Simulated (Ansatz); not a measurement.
**Molecular dynamics, with input and output: C (part 3 of 5)**

Continued. System: C (Fd-3m, 16 atoms in the cell). Method: DFT PBEsol, scalar-relativistic, plane waves, PAW, no spin polarisation (Ansatz 0.2.0); cutoff 420 eV, 4×4×4 k-mesh, Fermi–Dirac smearing of 0.17 eV. The structure was built on a prototype by a generator; it need not be a known phase. It belongs to a series of runs on one base structure; here: dynamics from the start.

Geometry of the input (Å; fractional positions):
```
0.0000  3.6852  3.6852
3.6852  0.0000  3.6852
3.6852  3.6852  0.0000
C  0.0000  0.0000  0.0000
C  0.1250  0.1250  0.1250
C  -0.0000  0.0000  0.5000
C  0.1250  0.1250  0.6250
C  -0.0000  0.5000  0.0000
C  0.1250  0.6250  0.1250
C  -0.0000  0.5000  0.5000
C  0.1250  0.6250  0.6250
C  0.5000  -0.0000  0.0000
C  0.6250  0.1250  0.1250
C  0.5000  0.0000  0.5000
C  0.6250  0.1250  0.6250
C  0.5000  0.5000  0.0000
C  0.6250  0.6250  0.1250
C  0.5000  0.5000  0.5000
C  0.6250  0.6250  0.6250
```

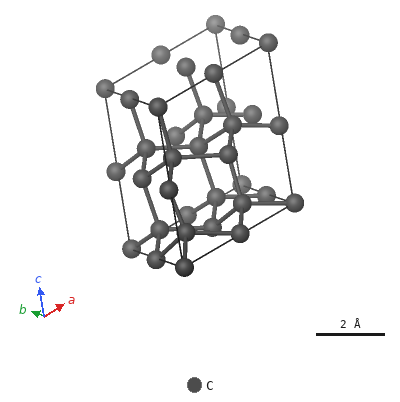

Figure 1. The geometry at step 26 of the log (ball-and-stick view of the cell of the calculation, seen slightly off an axis).

Trajectory as extended XYZ, continued
```
16
Lattice="0.0000 3.6852 3.6852 3.6852 0.0000 3.6852 3.6852 3.6852 0.0000" Properties=species:S:1:pos:R:3:forces:R:3 step=17 time_fs=17.0 energy=-3943.74244 temperature=1253.2
C    -0.0490    0.0055    0.0224    1.2568   0.1730  -0.8893
C     0.8194    0.8917    0.9570    2.6912   1.1752  -1.3519
C     1.9423    1.9267    0.0112   -1.5405  -1.9522   1.5082
C     2.8354    2.8157    0.9926   -1.3238  -1.5317  -0.7401
C     1.7835   -0.0677    1.7723    0.6822   1.2081   0.3618
C     2.7100    0.8863    2.6901    0.1100  -0.7203   1.6865
C     3.7133    1.7925    1.9396    0.0824   1.2789  -1.7009
C     4.6711    2.7483    2.8348   -1.1559   0.2495  -1.6961
C    -0.0266    1.8823    1.8234    0.3944  -0.2324  -1.1711
C     0.9205    2.7686    2.7436   -0.8070   0.2880   0.2488
C     1.9016    3.7331    1.8793   -0.4998  -0.8984   0.3077
C     2.8372    4.6844    2.7666   -1.3387  -0.7807   0.7014
C     1.7553    1.7656    3.6077    1.8162   1.6268   1.1496
C     2.6919    2.7350    4.4598    0.9836   0.4491   2.4989
C     3.7115    3.7015    3.6570   -0.2842  -0.5839   1.4155
C     4.6350    4.5826    4.6951   -1.0670   0.2510  -2.3291
16
Lattice="0.0000 3.6852 3.6852 3.6852 0.0000 3.6852 3.6852 3.6852 0.0000" Properties=species:S:1:pos:R:3:forces:R:3 step=18 time_fs=18.0 energy=-3943.86386 temperature=1325.6
C    -0.0546    0.0081    0.0178    1.5793   0.0657  -0.7410
C     0.8345    0.9076    0.9336    2.2938   0.6708  -0.6624
C     1.9378    1.9058    0.0089   -1.7244  -1.2595   1.7982
C     2.8457    2.8053    1.0066   -1.7054  -1.0686  -1.3454
C     1.7885   -0.0699    1.7816    0.6007   1.3430  -0.0019
C     2.7190    0.8854    2.6937   -0.2887  -0.7927   1.6622
C     3.7104    1.7893    1.9217    0.2028   1.4535  -0.9721
C     4.6697    2.7428    2.8283   -1.1552   0.4715  -1.5303
C    -0.0292    1.8876    1.8251    0.4559  -0.4107  -1.4089
C     0.9213    2.7706    2.7266   -0.9343   0.2391   0.9579
C     1.8913    3.7425    1.8878   -0.0818  -1.3488   0.1246
C     2.8195    4.6880    2.7751   -0.5705  -1.0390   0.3721
C     1.7549    1.7659    3.6127    1.9479   1.7409   0.9952
C     2.6941    2.7315    4.4728    0.9514   0.6167   2.1510
C     3.7089    3.7008    3.6531   -0.2698  -0.6756   1.6395
C     4.6407    4.5910    4.7068   -1.3016  -0.0063  -3.0386
16
Lattice="0.0000 3.6852 3.6852 3.6852 0.0000 3.6852 3.6852 3.6852 0.0000" Properties=species:S:1:pos:R:3:forces:R:3 step=19 time_fs=19.0 energy=-3943.89248 temperature=1351.3
C    -0.0588    0.0107    0.0125    1.8693  -0.0618  -0.5648
C     0.8515    0.9241    0.9095    1.7895   0.1003   0.0482
C     1.9319    1.8838    0.0082   -1.8952  -0.4696   1.9873
C     2.8546    2.7940    1.0197   -2.0453  -0.5339  -1.9470
C     1.7939   -0.0711    1.7910    0.5411   1.4370  -0.3184
C     2.7277    0.8839    2.6988   -0.6496  -0.7872   1.5725
C     3.7076    1.7872    1.9030    0.3072   1.5347  -0.1827
C     4.6674    2.7376    2.8206   -1.1370   0.6745  -1.3139
C    -0.0315    1.8926    1.8256    0.5078  -0.5714  -1.5655
C     0.9213    2.7728    2.7103   -1.0266   0.1823   1.6362
C     1.8808    3.7509    1.8965    0.2953  -1.7340  -0.0773
C     2.8012    4.6906    2.7838    0.2328  -1.3442  -0.0010
C     1.7561    1.7676    3.6186    2.0243   1.7986   0.8358
C     2.6971    2.7286    4.4877    0.9039   0.7783   1.7594
C     3.7061    3.6996    3.6505   -0.2593  -0.7421   1.7913
C     4.6454    4.5994    4.7161   -1.4583  -0.2614  -3.6602
16
Lattice="0.0000 3.6852 3.6852 3.6852 0.0000 3.6852 3.6852 3.6852 0.0000" Properties=species:S:1:pos:R:3:forces:R:3 step=20 time_fs=20.0 energy=-3943.83201 temperature=1331.7
C    -0.0616    0.0133    0.0068    2.1173  -0.2071  -0.3729
C     0.8700    0.9407    0.8854    1.1687  -0.5370   0.7882
C     1.9245    1.8613    0.0090   -1.9909   0.4119   2.0462
C     2.8619    2.7823    1.0313   -2.3506   0.0472  -2.5194
C     1.7998   -0.0711    1.8001    0.4959   1.4869  -0.5757
C     2.7360    0.8816    2.7051   -0.9628  -0.7003   1.4174
C     3.7051    1.7863    1.8840    0.4035   1.5167   0.6345
C     4.6642    2.7330    2.8118   -1.1080   0.8547  -1.0574
C    -0.0333    1.8972    1.8249    0.5577  -0.7141  -1.6282
C     0.9205    2.7752    2.6952   -1.0803   0.1200   2.2598
C     1.8705    3.7579    1.9051    0.6164  -2.0342  -0.3074
C     2.7830    4.6922    2.7926    1.0316  -1.6781  -0.3979
C     1.7589    1.7707    3.6251    2.0407   1.7946   0.6767
C     2.7009    2.7262    4.5041    0.8397   0.9302   1.3277
C     3.7031    3.6978    3.6493   -0.2445  -0.7739   1.8709
C     4.6490    4.6077    4.7225   -1.5343  -0.5175  -4.1626
16
Lattice="0.0000 3.6852 3.6852 3.6852 0.0000 3.6852 3.6852 3.6852 0.0000" Properties=species:S:1:pos:R:3:forces:R:3 step=21 time_fs=21.0 energy=-3943.69435 temperature=1272.5
C    -0.0627    0.0158    0.0008    2.3119  -0.3667  -0.1768
C     0.8895    0.9570    0.8618    0.4173  -1.2429   1.5733
C     1.9154    1.8390    0.0114   -1.9369   1.3713   1.9352
C     2.8673    2.7705    1.0408   -2.6246   0.6451  -3.0341
C     1.8061   -0.0699    1.8089    0.4553   1.4912  -0.7656
C     2.7436    0.8789    2.7126   -1.2210  -0.5353   1.2031
C     3.7029    1.7867    1.8655    0.4989   1.4057   1.4382
C     4.6600    2.7290    2.8021   -1.0738   1.0093  -0.7736
C    -0.0348    1.9012    1.8229    0.6129  -0.8418  -1.5884
C     0.9188    2.7777    2.6819   -1.0927   0.0540   2.8073
C     1.8607    3.7633    1.9136    0.8733  -2.2375  -0.5733
C     2.7655    4.6925    2.8011    1.7797  -2.0099  -0.7906
C     1.7634    1.7753    3.6322    1.9941   1.7270   0.5209
C     2.7053    2.7246    4.5216    0.7577   1.0693   0.8612
C     3.6999    3.6953    3.6496   -0.2181  -0.7640   1.8803
C     4.6513    4.6156    4.7256   -1.5341  -0.7748  -4.5172
16
Lattice="0.0000 3.6852 3.6852 3.6852 0.0000 3.6852 3.6852 3.6852 0.0000" Properties=species:S:1:pos:R:3:forces:R:3 step=22 time_fs=22.0 energy=-3943.49767 temperature=1182.7
C    -0.0619    0.0179   -0.0054    2.4406  -0.5357   0.0147
C     0.9095    0.9724    0.8394   -0.4799  -2.0196   2.4225
C     1.9047    1.8177    0.0155   -1.6551   2.3881   1.6094
C     2.8707    2.7591    1.0480   -2.8630   1.2253  -3.4611
C     1.8128   -0.0675    1.8170    0.4080   1.4506  -0.8845
C     2.7502    0.8756    2.7211   -1.4183  -0.3020   0.9413
C     3.7011    1.7881    1.8480    0.5955   1.2209   2.1809
C     4.6550    2.7258    2.7917   -1.0370   1.1361  -0.4755
C    -0.0357    1.9045    1.8196    0.6794  -0.9607  -1.4426
C     0.9162    2.7802    2.6708   -1.0613  -0.0146   3.2610
C     1.8515    3.7670    1.9216    1.0653  -2.3412  -0.8772
C     2.7494    4.6911    2.8090    2.4290  -2.3000  -1.1451
C     1.7695    1.7813    3.6398    1.8838   1.5975   0.3693
C     2.7104    2.7239    4.5398    0.6569   1.1920   0.3668
C     3.6964    3.6923    3.6515   -0.1747  -0.7083   1.8218
C     4.6524    4.6229    4.7250   -1.4690  -1.0283  -4.7017
16
Lattice="0.0000 3.6852 3.6852 3.6852 0.0000 3.6852 3.6852 3.6852 0.0000" Properties=species:S:1:pos:R:3:forces:R:3 step=23 time_fs=23.0 energy=-3943.26469 temperature=1073.8
C    -0.0591    0.0197   -0.0116    2.4901  -0.7070   0.1955
C     0.9291    0.9862    0.8188   -1.5276  -2.8634   3.3478
C     1.8927    1.7983    0.0208   -1.0859   3.4357   1.0338
C     2.8717    2.7488    1.0524   -3.0526   1.7494  -3.7722
C     1.8199   -0.0639    1.8245    0.3425   1.3682  -0.9341
C     2.7557    0.8722    2.7304   -1.5484  -0.0154   0.6474
C     3.6998    1.7906    1.8322    0.6868   0.9913   2.8137
C     4.6491    2.7235    2.7809   -0.9955   1.2319  -0.1749
C    -0.0361    1.9071    1.8151    0.7597  -1.0779  -1.1933
C     0.9128    2.7828    2.6623   -0.9841  -0.0843   3.6068
C     1.8432    3.7687    1.9289    1.1975  -2.3518  -1.2148
C     2.7352    4.6879    2.8161    2.9360  -2.5083  -1.4284
C     1.7772    1.7887    3.6477    1.7112   1.4104   0.2213
C     2.7161    2.7241    4.5585    0.5374   1.2945  -0.1452
C     3.6929    3.6886    3.6548   -0.1116  -0.6056   1.6982
C     4.6524    4.6294    4.7207   -1.3556  -1.2678  -4.7014
16
Lattice="0.0000 3.6852 3.6852 3.6852 0.0000 3.6852 3.6852 3.6852 0.0000" Properties=species:S:1:pos:R:3:forces:R:3 step=24 time_fs=24.0 energy=-3943.02272 temperature=959.8
C    -0.0544    0.0209   -0.0177    2.4484  -0.8704   0.3633
C     0.9476    0.9977    0.8008   -2.6988  -3.7526   4.3375
C     1.8797    1.7816    0.0270   -0.2179   4.4757   0.2078
C     2.8703    2.7397    1.0538   -3.1729   2.1778  -3.9445
C     1.8273   -0.0593    1.8312    0.2480   1.2498  -0.9208
C     2.7599    0.8687    2.7402   -1.6044   0.3067   0.3385
C     3.6990    1.7939    1.8186    0.7563   0.7517   3.2912
C     4.6424    2.7221    2.7700   -0.9423   1.2934   0.1194
C    -0.0359    1.9088    1.8097    0.8528  -1.2001  -0.8499
C     0.9086    2.7852    2.6566   -0.8587  -0.1541   3.8338
C     1.8358    3.7686    1.9353    1.2790  -2.2837  -1.5743
C     2.7233    4.6827    2.8220    3.2712  -2.6028  -1.6175
C     1.7862    1.7972    3.6558    1.4795   1.1725   0.0754
C     2.7222    2.7253    4.5771    0.4011   1.3717  -0.6609
C     3.6892    3.6844    3.6594   -0.0286  -0.4575   1.5120
C     4.6512    4.6349    4.7125   -1.2125  -1.4782  -4.5111
16
Lattice="0.0000 3.6852 3.6852 3.6852 0.0000 3.6852 3.6852 3.6852 0.0000" Properties=species:S:1:pos:R:3:forces:R:3 step=26 time_fs=26.0 energy=-3942.65939 temperature=793.2
C    -0.0389    0.0210   -0.0290    2.0546  -1.1173   0.6681
C     0.9775    1.0112    0.7759   -4.9890  -5.3701   6.2137
C     1.8538    1.7594    0.0392    2.0252   6.2315  -1.8607
C     2.8598    2.7270    1.0471   -3.1199   2.6159  -3.8259
C     1.8426   -0.0469    1.8427   -0.0639   0.9416  -0.7575
C     2.7647    0.8626    2.7606   -1.4690   0.9794  -0.2597
C     3.6993    1.8022    1.7994    0.7387   0.3630   3.6523
C     4.6266    2.7226    2.7483   -0.7510   1.2963   0.6748
C    -0.0333    1.9093    1.7969    1.0480  -1.4722   0.0461
C     0.8981    2.7898    2.6546   -0.4529  -0.2931   3.9010
C     1.8240    3.7630    1.9441    1.3274  -1.9869  -2.2827
C     2.7074    4.6658    2.8299    3.4076  -2.3976  -1.7062
C     1.8078    1.8169    3.6722    0.8638   0.5799  -0.2166
C     2.7353    2.7312    4.6126    0.0984   1.4214  -1.6273
C     3.6817    3.6750    3.6724    0.1841  -0.0485   0.9654
C     4.6460    4.6423    4.6855   -0.9023  -1.7434  -3.5851
16
Lattice="0.0000 3.6852 3.6852 3.6852 0.0000 3.6852 3.6852 3.6852 0.0000" Properties=species:S:1:pos:R:3:forces:R:3 step=27 time_fs=27.0 energy=-3942.63028 temperature=788.1
C    -0.0286    0.0198   -0.0339    1.6933  -1.1687   0.8160
C     0.9869    1.0118    0.7705   -5.7259  -5.8178   6.8080
C     1.8428    1.7554    0.0435    2.9819   6.6889  -2.7556
C     2.8507    2.7238    1.0390   -2.9207   2.5940  -3.5425
C     1.8504   -0.0395    1.8475   -0.2907   0.7733  -0.6415
C     2.7652    0.8606    2.7707   -1.2707   1.2938  -0.5234
C     3.7003    1.8068    1.7941    0.6132   0.2433   3.5123
C     4.6177    2.7245    2.7381   -0.5844   1.2305   0.9391
C    -0.0307    1.9078    1.7904    1.1242  -1.6165   0.5474
C     0.8922    2.7918    2.6583   -0.1671  -0.3659   3.7316
C     1.8196    3.7576    1.9459    1.3075  -1.7945  -2.5855
C     2.7035    4.6544    2.8318    3.2440  -2.1063  -1.6423
C     1.8199    1.8277    3.6803    0.4964   0.2462  -0.3638
C     2.7421    2.7359    4.6287   -0.0496   1.3744  -2.0324
C     3.6782    3.6702    3.6801    0.3023   0.1933   0.6143
C     4.6423    4.6439    4.6673   -0.7538  -1.7680  -2.8815
16
Lattice="0.0000 3.6852 3.6852 3.6852 0.0000 3.6852 3.6852 3.6852 0.0000" Properties=species:S:1:pos:R:3:forces:R:3 step=28 time_fs=28.0 energy=-3942.75115 temperature=859.6
C    -0.0168    0.0176   -0.0382    1.2229  -1.1534   0.9705
C     0.9918    1.0077    0.7705   -5.9225  -5.8080   6.9554
C     1.8341    1.7568    0.0457    3.5174   6.6675  -3.2965
C     2.8392    2.7225    1.0281   -2.6080   2.4230  -3.1341
C     1.8579   -0.0314    1.8518   -0.5621   0.6073  -0.5252
C     2.7648    0.8596    2.7805   -0.9892   1.5735  -0.7532
C     3.7019    1.8117    1.7916    0.4014   0.1660   3.1746
C     4.6083    2.7273    2.7286   -0.3560   1.1200   1.1987
C    -0.0273    1.9050    1.7842    1.1623  -1.7528   1.0462
C     0.8861    2.7935    2.6650    0.1759  -0.4476   3.4246
C     1.8163    3.7508    1.9456    1.2622  -1.5899  -2.8234
C     2.7022    4.6412    2.8324    2.9649  -1.7078  -1.5422
C     1.8325    1.8387    3.6881    0.1031  -0.0970  -0.5102
C     2.7489    2.7417    4.6433   -0.1796   1.2648  -2.3548
C     3.6748    3.6654    3.6885    0.4180   0.4431   0.2204
C     4.6379    4.6442    4.6467   -0.6105  -1.7086  -2.0506
16
Lattice="0.0000 3.6852 3.6852 3.6852 0.0000 3.6852 3.6852 3.6852 0.0000" Properties=species:S:1:pos:R:3:forces:R:3 step=29 time_fs=29.0 energy=-3943.01218 temperature=1003.3
C    -0.0040    0.0145   -0.0418    0.6497  -1.0644   1.1373
C     0.9919    0.9990    0.7762   -5.5099  -5.2641   6.5885
C     1.8282    1.7636    0.0452    3.5274   6.0968  -3.3912
C     2.8255    2.7233    1.0145   -2.1948   2.1361  -2.6278
C     1.8651   -0.0228    1.8557   -0.8665   0.4460  -0.4195
C     2.7635    0.8599    2.7897   -0.6361   1.8078  -0.9470
C     3.7037    1.8168    1.7917    0.1139   0.1102   2.6741
C     4.5985    2.7310    2.7201   -0.0644   0.9718   1.4530
C    -0.0229    1.9007    1.7789    1.1419  -1.8646   1.5176
C     0.8801    2.7948    2.6745    0.5739  -0.5458   2.9833
C     1.8140    3.7427    1.9431    1.1919  -1.3781  -2.9772
C     2.7032    4.6265    2.8318    2.6007  -1.2195  -1.4313
C     1.8452    1.8497    3.6955   -0.3042  -0.4371  -0.6528
C     2.7556    2.7486    4.6560   -0.2798   1.0833  -2.5759
C     3.6718    3.6610    3.6970    0.5223   0.6861  -0.2062
C     4.6330    4.6430    4.6243   -0.4658  -1.5645  -1.1247
16
Lattice="0.0000 3.6852 3.6852 3.6852 0.0000 3.6852 3.6852 3.6852 0.0000" Properties=species:S:1:pos:R:3:forces:R:3 step=30 time_fs=30.0 energy=-3943.35230 temperature=1189.2
C     0.0095    0.0105   -0.0444   -0.0124  -0.9020   1.3183
C     0.9876    0.9859    0.7872   -4.5894  -4.2475   5.7756
C     1.8251    1.7754    0.0419    3.0801   5.0367  -3.0929
C     2.8100    2.7257    0.9987   -1.6990   1.7785  -2.0531
C     1.8716   -0.0137    1.8593   -1.1839   0.2864  -0.3285
C     2.7617    0.8617    2.7981   -0.2310   1.9892  -1.1069
C     3.7057    1.8220    1.7939   -0.2271   0.0517   2.0590
C     4.5887    2.7356    2.7126    0.2816   0.7978   1.6949
C    -0.0175    1.8950    1.7747    1.0457  -1.9328   1.9423
C     0.8745    2.7957    2.6865    1.0192  -0.6687   2.4180
C     1.8126    3.7334    1.9382    1.0966  -1.1585  -3.0331
C     2.7064    4.6108    2.8300    2.1784  -0.6611  -1.3287
C     1.8577    1.8605    3.7025   -0.7121  -0.7613  -0.7873
C     2.7621    2.7564    4.6668   -0.3433   0.8262  -2.6843
C     3.6692    3.6571    3.7055    0.6069   0.9074  -0.6520
C     4.6277    4.6406    4.6009   -0.3103  -1.3422  -0.1412
16
Lattice="0.0000 3.6852 3.6852 3.6852 0.0000 3.6852 3.6852 3.6852 0.0000" Properties=species:S:1:pos:R:3:forces:R:3 step=31 time_fs=31.0 energy=-3943.68095 temperature=1372.2
C     0.0230    0.0057   -0.0460   -0.7376  -0.6729   1.5095
C     0.9796    0.9693    0.8029   -3.3782  -2.9338   4.6835
C     1.8244    1.7913    0.0361    2.3597   3.6563  -2.5603
C     2.7930    2.7296    0.9812   -1.1401   1.3965  -1.4381
C     1.8771   -0.0044    1.8627   -1.4872   0.1224  -0.2507
C     2.7598    0.8650    2.8058    0.1999   2.1128  -1.2380
C     3.7075    1.8272    1.7978   -0.5914  -0.0283   1.3854
C     4.5789    2.7408    2.7064    0.6634   0.6114   1.9118
C    -0.0113    1.8876    1.7721    0.8647  -1.9396   2.3070
C     0.8698    2.7961    2.7005    1.4956  -0.8212   1.7483
C     1.8121    3.7232    1.9307    0.9767  -0.9267  -2.9837
C     2.7113    4.5944    2.8272    1.7213  -0.0563  -1.2477
C     1.8697    1.8707    3.7089   -1.1058  -1.0567  -0.9085
C     2.7684    2.7648    4.6754   -0.3701   0.4979  -2.6776
C     3.6670    3.6540    3.7135    0.6645   1.0928  -1.1003
C     4.6221    4.6371    4.5772   -0.1354  -1.0544   0.8594
16
Lattice="0.0000 3.6852 3.6852 3.6852 0.0000 3.6852 3.6852 3.6852 0.0000" Properties=species:S:1:pos:R:3:forces:R:3 step=32 time_fs=32.0 energy=-3943.91644 temperature=1510.8
C     0.0360    0.0004   -0.0464   -1.4868  -0.3889   1.6997
C     0.9688    0.9503    0.8225   -2.1050  -1.5338   3.4948
C     1.8257    1.8102    0.0283    1.5608   2.1579  -1.9697
C     2.7750    2.7347    0.9624   -0.5380   1.0284  -0.8086
C     1.8815    0.0051    1.8659   -1.7464  -0.0510  -0.1821
C     2.7579    0.8701    2.8125    0.6262   2.1748  -1.3473
C     3.7089    1.8325    1.8028   -0.9458  -0.1379   0.7103
C     4.5697    2.7466    2.7018    1.0556   0.4227   2.0880
C    -0.0043    1.8787    1.7713    0.6024  -1.8724   2.6026
C     0.8662    2.7958    2.7160    1.9774  -1.0018   1.0051
C     1.8124    3.7121    1.9208    0.8340  -0.6771  -2.8283
C     2.7177    4.5779    2.8233    1.2500   0.5667  -1.1956
C     1.8809    1.8801    3.7146   -1.4694  -1.3111  -1.0109
C     2.7744    2.7738    4.6820   -0.3686   0.1126  -2.5627
C     3.6654    3.6516    3.7206    0.6902   1.2296  -1.5312
C     4.6164    4.6327    4.5541    0.0633  -0.7186   1.8358
16
Lattice="0.0000 3.6852 3.6852 3.6852 0.0000 3.6852 3.6852 3.6852 0.0000" Properties=species:S:1:pos:R:3:forces:R:3 step=33 time_fs=33.0 energy=-3944.01426 temperature=1581.3
C     0.0478   -0.0053   -0.0454   -2.2086  -0.0669   1.8706
C     0.9562    0.9299    0.8450   -0.9360  -0.2203   2.3432
C     1.8282    1.8310    0.0188    0.8164   0.7075  -1.4480
C     2.7564    2.7406    0.9429    0.0880   0.6985  -0.1879
C     1.8846    0.0146    1.8690   -1.9322  -0.2359  -0.1189
C     2.7566    0.8770    2.8181    1.0174   2.1717  -1.4406
C     3.7095    1.8376    1.8084   -1.2585  -0.2729   0.0843
C     4.5613    2.7527    2.6988    1.4304   0.2365   2.2079
C     0.0032    1.8681    1.7727    0.2752  -1.7258   2.8226
C     0.8641    2.7947    2.7324    2.4295  -1.1984   0.2302
C     1.8133    3.7004    1.9086    0.6712  -0.4048  -2.5726
C     2.7251    4.5617    2.8184    0.7820   1.1781  -1.1732
C     1.8910    1.8885    3.7195   -1.7869  -1.5141  -1.0889
C     2.7801    2.7829    4.6865   -0.3535  -0.3069  -2.3550
C     3.6643    3.6503    3.7265    0.6817   1.3086  -1.9227
C     4.6107    4.6278    4.5322    0.2838  -0.3550   2.7489
```
